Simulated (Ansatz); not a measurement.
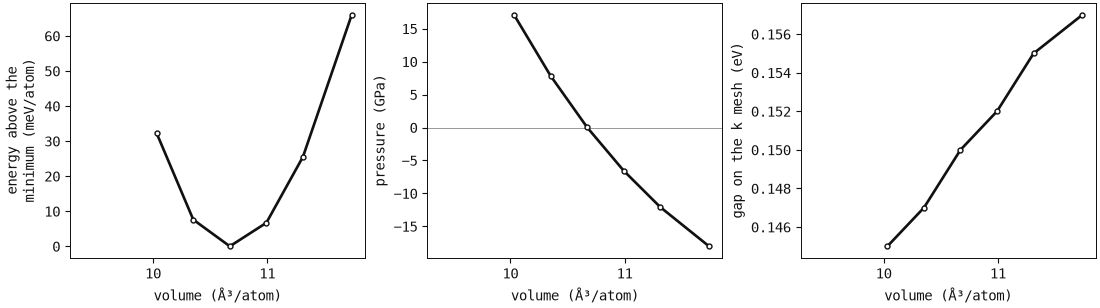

The picture above shows the energy above the minimum, pressure and gap on the k mesh against volume for FeSi, space group P2_13 (No. 198).

Cell as given: a = 4.403 Å, b = 4.403 Å, c = 4.403 Å, α = 90.00°, β = 90.00°, γ = 90.00°; 8 atoms.

Method: third-order Birch-Murnaghan fit to density functional energies at scaled volumes of the given relaxed cell, shape and atoms relaxed at each volume; energies count from the fitted minimum; plane waves with PAW datasets, Γ-centred k mesh (Ansatz 0.2.0). Level: PBEsol, no spin polarisation.

wave cutoff 420 eV; k mesh 8×8×8; occupations Gaussian; smearing width 0.01 eV.

The points at volume 9.391 Å³/atom and 9.711 Å³/atom are left out of the plot. What values does the calculation give there?

| volume (Å³/atom) | energy above the minimum (meV/atom) | pressure (GPa) | gap on the k mesh (eV) |
| --- | --- | --- | --- |
| 9.391 | 145.8 | 41.04 | 0.140 |
| 9.711 | 77.1 | 28.07 | 0.143 |

Limits of the calculation: a crossing between the sampled k points may be missed; run without spin, though Fe often carries a moment.
